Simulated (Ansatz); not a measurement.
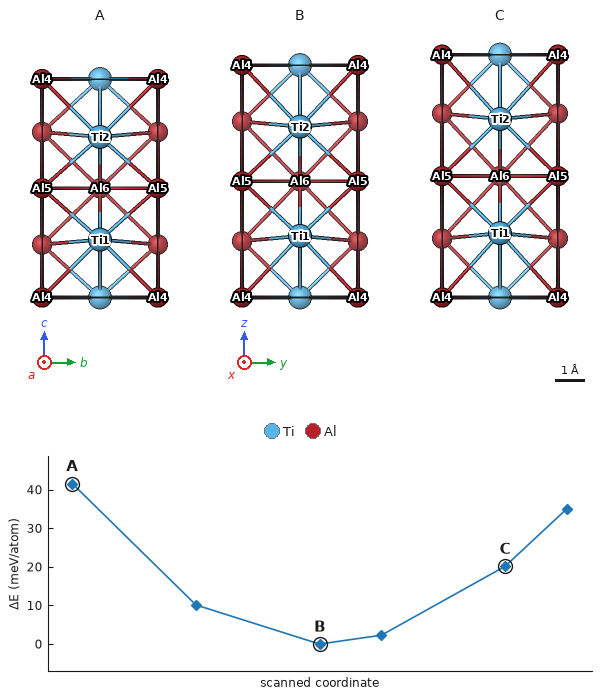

Frames of a one-coordinate scan of a crystal of Ti3Al5 (Pmmm). x, y and z are the Cartesian axes of the input. The picture is a ball-and-stick view of the cell of the calculation, seen along the a axis.

Computed with DFT r2SCAN, scalar-relativistic, plane waves, PAW (Ansatz). (plane-wave cutoff 500 eV; k-point mesh 10 × 10 × 6; occupations gaussian; smearing width 0.15 eV; no spin polarisation). Energies (free energies at the smearing named) are counted from the relaxed crystal.

Which coordinate changes from frame to frame?

Answer. The cell is strained along z alone, with the atoms kept at their fractional coordinates. In the frames the strain is −0.06 (A), 0.00 (B), 0.045 (C). Of the computed points the lowest is at the strain 0.00, 0.0 meV/atom. The distortion keeps the space group Pmmm. At the strain −0.06 the cell of the drawing goes c 8.071 → 7.586 Å.
